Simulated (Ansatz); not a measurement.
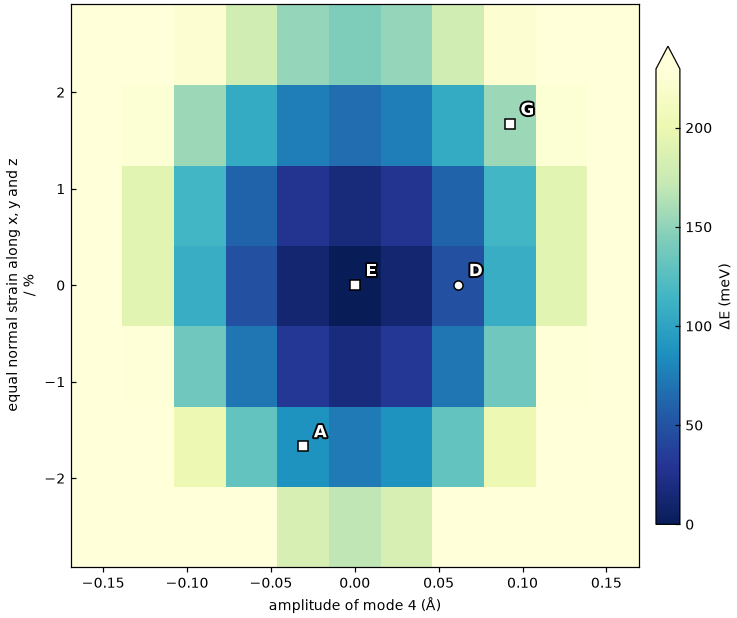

Si2Mo (I4/mmm, No. 139; 3 atoms in the cell). The energy is mapped over a normal mode and a strain (zone-centre modes of the 3-atom cell of this scan) (x along [1 0 0], y along [0 1 0], z along [0 0 1] of the conventional cell). The first coordinate is: amplitude of mode 4 (278 cm⁻¹), largest displacement in the unstrained cell; the second: equal normal strain along x, y and z. Nothing is relaxed (the pattern is fixed in fractional coordinates). Grid: 11 × 7 points; 42 points were computed and 35 follow by symmetry. Points are written as (first, second). Energies are in meV per cell, from the lowest grid point. Method: DFT PBEsol, scalar-relativistic, plane waves, PAW (Ansatz). Settings: cutoff 420 eV, k-mesh 18×18×18, gaussian smearing 0.15 eV, no spin polarisation.

In the figure: one coloured cell a grid point, one colour for all values above the top of the scale, lettered points.

**Is A the lowest point of the computed grid?**

No. A lies 88 meV above the lowest grid point, which is at (0.000 Å, 0.00 %).

**What kind of point is each of A, D, E, G: minimum, saddle, maximum or slope?**

A: on a slope; D: on a slope; E: minimum; G: on a slope. (In these two coordinates alone; a stationary point may lie a little off the grid point.)

PAW datasets: the set soft_1.
